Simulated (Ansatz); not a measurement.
# Run report: KI, band-structure calculation (part 2 of 2)

Continued. System: KI (P6₃/mmc, 4 atoms in the cell). Method: DFT, HSE06, plane waves, PAW, no spin polarisation (Ansatz 0.2.0); cutoff 420 eV, 6×6×2 k-mesh, fixed occupations. The structure derives from a Materials Project entry. The geometry comes from this level: r2SCAN (a point of a series of strains). It belongs to a series of runs on one base structure; here: epitaxial_xy strain -4.8%.

Geometry of the input (Å; fractional positions):
```
2.3320  -4.0387  0.0000
2.3320  4.0387  0.0000
0.0000  0.0000  8.9017
K  0.5000  0.5000  0.5000
K  0.5000  0.5000  0.0000
I  0.8334  0.1666  0.2500
I  0.1666  0.8334  0.7500
```

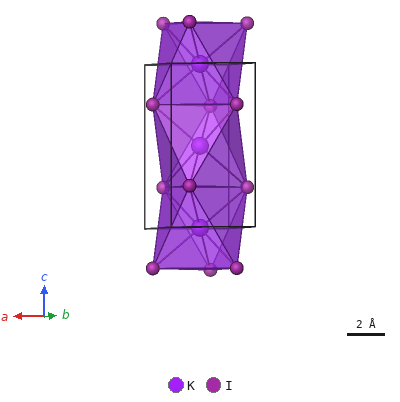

Fig. 1: The input geometry (polyhedral view of the cell of the calculation, seen at an oblique angle; polyhedra are completed across the faces of the cell). An atom can appear more than once, as a periodic image.

File bands.tsv, continued
```
# largest_residual_norms_ev = 3.490e-5 4.491e-5 1.157e-4 1.159e-4 5.203e-5 6.095e-5 4.387e-5 6.138e-5 3.454e-5 7.506e-5 1.377e-4 1.171e-4 3.298e-4 4.223e-4 3.858e-4 4.616e-4 4.611e-4 4.351e-4 2.271e-4 4.394e-4 1.385e-3 1.387e-3 1.329e-3 2.107e-3 2.900e-3 2.906e-3 1.443e-3 2.069e-3 2.116e-3 2.198e-3 1.304e-3
0.000000	-45.264854	-45.264834	-45.261969	-45.261954	-45.261949	-45.261934	-45.244451	-45.244451	-45.244445	-45.244445	-31.055053	-31.051542	-13.419692	-13.196225	-13.196224	-13.185804	-13.185789	-13.172036	-11.674860	-11.320757	-1.780159	-0.527452	-0.257061	-0.256558	-0.000458	0.000000	4.742099	6.523954	6.574627	7.978179	7.979212
0.777816	-45.264835	-45.264828	-45.261966	-45.261944	-45.261929	-45.261916	-45.244391	-45.244387	-45.244374	-45.244373	-31.051401	-31.048148	-13.389235	-13.259135	-13.241689	-13.215307	-13.200415	-13.155512	-11.456297	-11.272164	-1.712141	-1.322197	-0.916126	-0.911430	-0.480498	-0.412785	5.987361	6.425724	6.729319	8.031150	8.199524
1.226889	-45.264829	-45.264829	-45.261943	-45.261934	-45.261925	-45.261916	-45.244384	-45.244379	-45.244366	-45.244366	-31.050942	-31.047721	-13.310227	-13.310134	-13.235795	-13.235212	-13.235194	-13.153659	-11.344590	-11.344472	-1.345939	-1.163559	-1.163472	-0.874335	-0.873944	-0.869245	7.194671	7.195121	7.369842	7.374621	7.375792
2.191884	-45.264855	-45.264855	-45.261960	-45.261960	-45.261945	-45.261945	-45.244451	-45.244451	-45.244450	-45.244450	-31.053300	-31.053300	-13.306348	-13.306348	-13.191022	-13.191022	-13.191013	-13.191013	-11.488942	-11.488942	-1.229888	-1.229888	-0.133068	-0.133068	-0.132587	-0.132587	5.986807	5.986807	7.006548	7.006548	8.338529
2.969700	-45.264836	-45.264836	-45.261951	-45.261951	-45.261921	-45.261921	-45.244390	-45.244390	-45.244374	-45.244374	-31.049775	-31.049775	-13.324932	-13.324932	-13.207874	-13.207874	-13.201361	-13.201361	-11.361025	-11.361025	-1.579257	-1.579257	-0.835259	-0.835259	-0.446464	-0.446464	6.309766	6.309766	6.622156	6.622156	9.332643
3.418773	-45.264826	-45.264826	-45.261943	-45.261943	-45.261928	-45.261928	-45.244382	-45.244382	-45.244366	-45.244366	-31.049335	-31.049335	-13.300978	-13.300978	-13.244902	-13.244902	-13.195019	-13.195019	-11.343998	-11.343998	-1.205703	-1.205703	-1.116692	-1.116692	-0.821746	-0.821746	6.641270	6.641271	8.144768	8.144768	8.327797
```

File rho_z.tsv
```
# z_ang	rho[e/angstrom^3]
# format = ansatz-planar-average/11
# lattice	2.332003382	-4.038728240	0.000000000
# lattice	2.332003382	4.038728240	0.000000000
# lattice	0.000000000	0.000000000	8.901726781
# sites	4
# site	19	2.332003382	0.000000000	4.450863390
# site	19	2.332003382	0.000000000	0.000000000
# site	53	2.332003382	-2.693002605	2.225431695
# site	53	2.332003382	2.693002605	6.676295086
0.000000	3.786826e-1
0.148362	3.644960e-1
0.296724	3.211143e-1
0.445086	2.547316e-1
0.593448	1.838033e-1
0.741811	1.293698e-1
0.890173	1.008681e-1
1.038535	9.715611e-2
1.186897	1.123112e-1
1.335259	1.419595e-1
1.483621	1.836546e-1
1.631983	2.638050e-1
1.780345	4.234585e-1
1.928707	6.348354e-1
2.077070	8.113247e-1
2.225432	8.790450e-1
2.373794	8.113247e-1
2.522156	6.348354e-1
2.670518	4.234585e-1
2.818880	2.638050e-1
2.967242	1.836546e-1
3.115604	1.419595e-1
3.263966	1.123112e-1
3.412329	9.715611e-2
3.560691	1.008681e-1
3.709053	1.293698e-1
3.857415	1.838033e-1
4.005777	2.547316e-1
4.154139	3.211143e-1
4.302501	3.644960e-1
4.450863	3.786826e-1
4.599226	3.644960e-1
4.747588	3.211143e-1
4.895950	2.547316e-1
5.044312	1.838033e-1
5.192674	1.293698e-1
5.341036	1.008681e-1
5.489398	9.715611e-2
5.637760	1.123112e-1
5.786122	1.419595e-1
5.934485	1.836546e-1
6.082847	2.638050e-1
6.231209	4.234585e-1
6.379571	6.348354e-1
6.527933	8.113247e-1
6.676295	8.790450e-1
6.824657	8.113247e-1
6.973019	6.348354e-1
7.121381	4.234585e-1
7.269744	2.638050e-1
7.418106	1.836546e-1
7.566468	1.419595e-1
7.714830	1.123112e-1
7.863192	9.715611e-2
8.011554	1.008681e-1
8.159916	1.293698e-1
8.308278	1.838033e-1
8.456640	2.547316e-1
8.605003	3.211143e-1
8.753365	3.644960e-1
```

File v_z.tsv
```
# z_ang	v_es[eV]	v_tot[eV]
# format = ansatz-planar-average/11
# xc	hse06
# density_cutoff_ev	1680
# datasets	K=:simpson_from_first_knot:soft:fock:shift=0	I=:simpson_from_first_knot:soft:fock:shift=0
# lattice	2.332003382	-4.038728240	0.000000000
# lattice	2.332003382	4.038728240	0.000000000
# lattice	0.000000000	0.000000000	8.901726781
# sites	4
# site	19	2.332003382	0.000000000	4.450863390
# site	19	2.332003382	0.000000000	0.000000000
# site	53	2.332003382	-2.693002605	2.225431695
# site	53	2.332003382	2.693002605	6.676295086
0.000000	9.643772e-1	-5.209763e0
0.148362	1.173581e0	-4.961798e0
0.296724	1.784358e0	-4.236525e0
0.445086	2.734631e0	-3.145018e0
0.593448	3.874360e0	-1.869724e0
0.741811	4.955064e0	-6.526817e-1
0.890173	5.710888e0	1.753276e-1
1.038535	6.007301e0	4.135375e-1
1.186897	5.816551e0	4.129444e-2
1.335259	5.222527e0	-8.161373e-1
1.483621	4.540113e0	-1.810882e0
1.631983	4.095386e0	-2.598946e0
1.780345	4.011415e0	-3.016459e0
1.928707	4.211911e0	-3.060496e0
2.077070	4.489914e0	-2.918218e0
2.225432	4.616579e0	-2.839249e0
2.373794	4.489914e0	-2.918218e0
2.522156	4.211911e0	-3.060496e0
2.670518	4.011415e0	-3.016459e0
2.818880	4.095386e0	-2.598946e0
2.967242	4.540113e0	-1.810882e0
3.115604	5.222527e0	-8.161373e-1
3.263966	5.816551e0	4.129444e-2
3.412329	6.007301e0	4.135375e-1
3.560691	5.710888e0	1.753276e-1
3.709053	4.955064e0	-6.526817e-1
3.857415	3.874360e0	-1.869724e0
4.005777	2.734631e0	-3.145018e0
4.154139	1.784358e0	-4.236525e0
4.302501	1.173581e0	-4.961798e0
4.450863	9.643772e-1	-5.209763e0
4.599226	1.173581e0	-4.961798e0
4.747588	1.784358e0	-4.236525e0
4.895950	2.734631e0	-3.145018e0
5.044312	3.874360e0	-1.869724e0
5.192674	4.955064e0	-6.526817e-1
5.341036	5.710888e0	1.753276e-1
5.489398	6.007301e0	4.135375e-1
5.637760	5.816551e0	4.129444e-2
5.786122	5.222527e0	-8.161373e-1
5.934485	4.540113e0	-1.810882e0
6.082847	4.095386e0	-2.598946e0
6.231209	4.011415e0	-3.016459e0
6.379571	4.211911e0	-3.060496e0
6.527933	4.489914e0	-2.918218e0
6.676295	4.616579e0	-2.839249e0
6.824657	4.489914e0	-2.918218e0
6.973019	4.211911e0	-3.060496e0
7.121381	4.011415e0	-3.016459e0
7.269744	4.095386e0	-2.598946e0
7.418106	4.540113e0	-1.810882e0
7.566468	5.222527e0	-8.161373e-1
7.714830	5.816551e0	4.129444e-2
7.863192	6.007301e0	4.135375e-1
8.011554	5.710888e0	1.753276e-1
8.159916	4.955064e0	-6.526817e-1
8.308278	3.874360e0	-1.869724e0
8.456640	2.734631e0	-3.145018e0
8.605003	1.784358e0	-4.236525e0
8.753365	1.173581e0	-4.961798e0
```

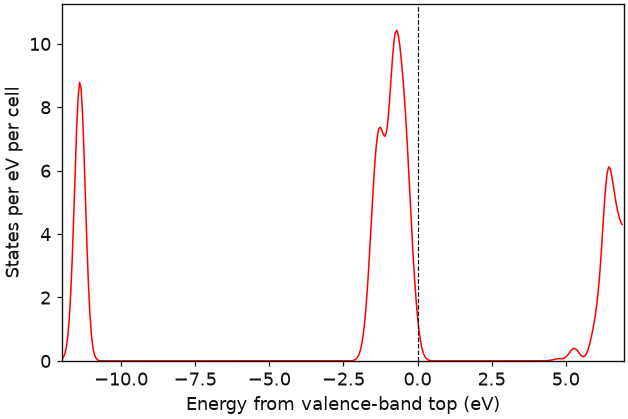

Fig. 2: Density of states (the curve is built from the levels of the k mesh with Gaussians 0.4 eV wide, which also blur the band edges), with energies from the valence-band top. There is a gap of 4.74 eV on the k-point mesh. Small ripples come from the finite k-point mesh.

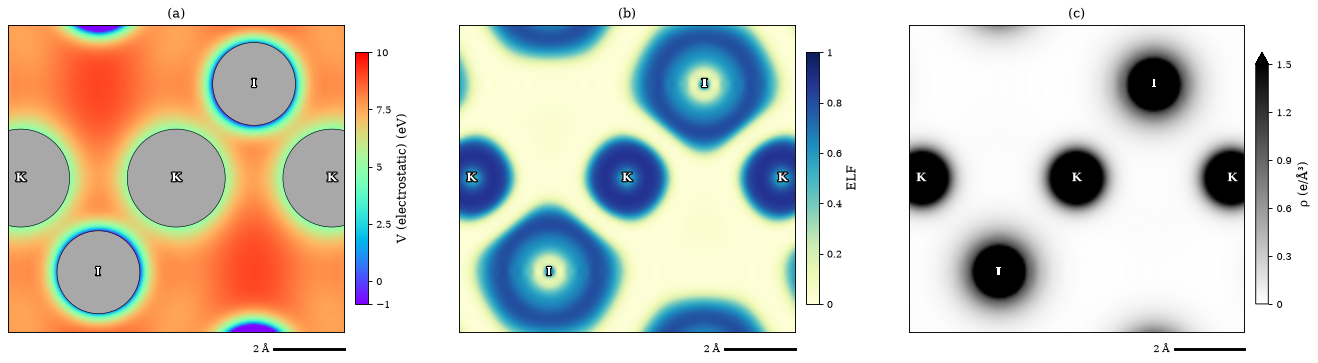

Fig. 3: (a) electrostatic potential energy of an electron; (b) electron localisation function; (c) valence charge density (pseudo) on the (110) plane of the conventional cell. Grey discs, where drawn, cover atomic cores. The section cuts through K and I sites. K–I (3.49 Å): ρ is about 0.09 e/Å³ halfway, with its minimum of 0.07 e/Å³ about 1.5 Å from K; the ELF peaks at about 0.80 in the valence shell of I, 1.3 Å from its nucleus, and drops to about 0.05 between the two atoms, as expected for two separate closed shells. The density dies away to nearly zero in the voids. The strong features right at K lie inside the PAW spheres (semicore, d or f shells) and say nothing about bonding. Outside the cores the potential energy rises away from the atoms and is highest about 2.7 Å from the nearest atoms; outside the discs it spans about 9 eV, and its zero is arbitrary. In a PAW calculation such maps are meaningful between the atoms, not at the nuclei.

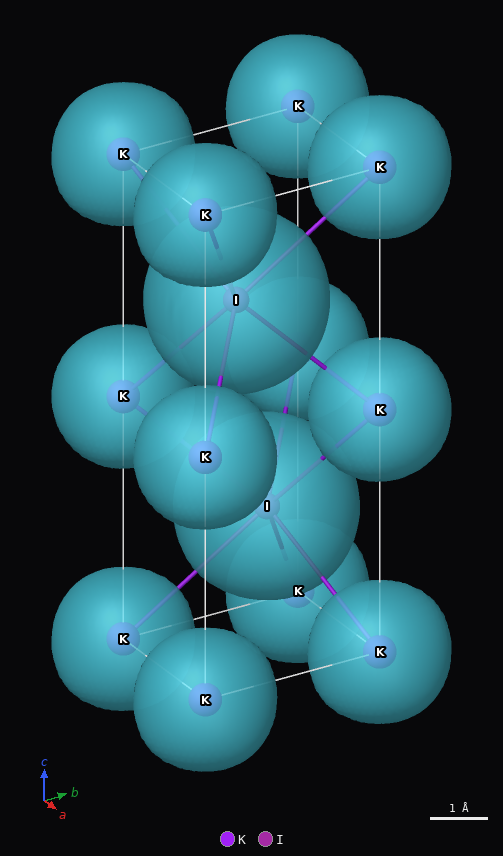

Fig. 4: Isosurface of the valence charge density (pseudo) at 0.1 e/Å³ (cyan), seen slightly off an axis. Sticks mark near contacts. The outline is the cell set on symmetry axes. At this value the density breaks into separate islands; it holds about 90 % of the electrons treated as valence (semicore included). It is pinched off along the K–I (3.49 Å) contacts. On the grid the lowest density along these lines, outside the cores, is 0.07 e/Å³ (K–I, 3.49 Å).

Summary

```csv
quantity,value
outcome,converged
space group (tolerance 0.01 Å),P6₃/mmc (194)
electrons treated,52
free energy,−18118.7002 eV
Fermi energy,2.212 eV
gap on the k-point mesh,4.74 eV
pressure,1.04 GPa
largest force (length of the vector),under 0.001 eV/Å
wall time,89 s (CPU time 5.2 min)
peak memory,3.9 GiB
```

The program warns: the exchange loop's threshold is looser than advised for the stress; the SCF threshold is looser than advised for the printed stress. Spin-orbit coupling is left out, which matters for I.
